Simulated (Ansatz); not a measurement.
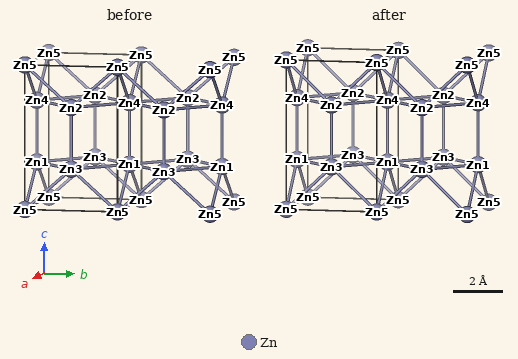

The structure of crystalline Zn (built on the K_65 type) before (left) and after (right) a relaxation, at one scale.

Style: ball-and-stick. Shown: the cell of the calculation, repeated 1 × 2 × 1 with one cell outlined, slightly off an axis.

Case: K type (Cmmm, No. 65).

Level of theory: DFT PBE, scalar-relativistic, plane waves, PAW in Ansatz 0.2.0.

Input file:
```yaml
crystal:
  lattice:
    - [2.6428611172, -2.8361301746, 0.0]
    - [2.6428611172, 2.8361301746, 0.0]
    - [0.0, 0.0, 6.0042845176]
  atoms:
    - { symbol: Zn, position: [0.5, 0.0, 0.2869290579] }
    - { symbol: Zn, position: [0.0, 0.5, 0.7130709421] }
    - { symbol: Zn, position: [0.0, 0.5, 0.2869290579] }
    - { symbol: Zn, position: [0.5, 0.0, 0.7130709421] }
    - { symbol: Zn, position: [0.0, 0.0, 0.0] }
basis:
  ecutwfc: 420
kpoints:
  mp_grid: { grid: [10, 10, 6] }
hamiltonian:
  xc: pbe
scf:
  occupations: { method: gaussian, width: 0.1 }
output:
  forces: true
  stress: true
  eigenvalues: true
relax:
  adjacent_minimum: "off"
  f_tol: 0.01
  max_steps: 80
  cell: { stress_tol: 0.05 }
```

> Describe what moved and what it gained.

The largest moves relative to the cell, 0.037 Å, are those of Zn1, Zn2, Zn3 and Zn4. Zn1 goes along +c. The volume changes by −0.3 %, with a = b 3.877 → 3.804 Å (−1.9 %), c 6.004 → 6.202 Å (+3.3 %), γ 94.0° → 91.6°. Among the contacts that change: Zn1–Zn3 2.836 → 2.728 Å, Zn1–Zn5 2.593 → 2.630 Å, Zn1–Zn4 2.559 → 2.568 Å, Zn1–Zn3 (another image) 2.643 → 2.651 Å. The space group stays Cmmm (No. 65). The energy falls by 36.9 meV per cell of the calculation in 3 accepted moves (5 points after the start). The largest force component goes from 0.086 to 0.00048 eV/Å. Pressure: 0.30 GPa at the start and −0.01 GPa at the end. The line search rejected the trial step at point 2 of the run. The SCF was repeated once at an unchanged geometry on a basis and grid sized afresh for the cell, which shifted the energy by 0.1 meV per cell of the calculation at most.
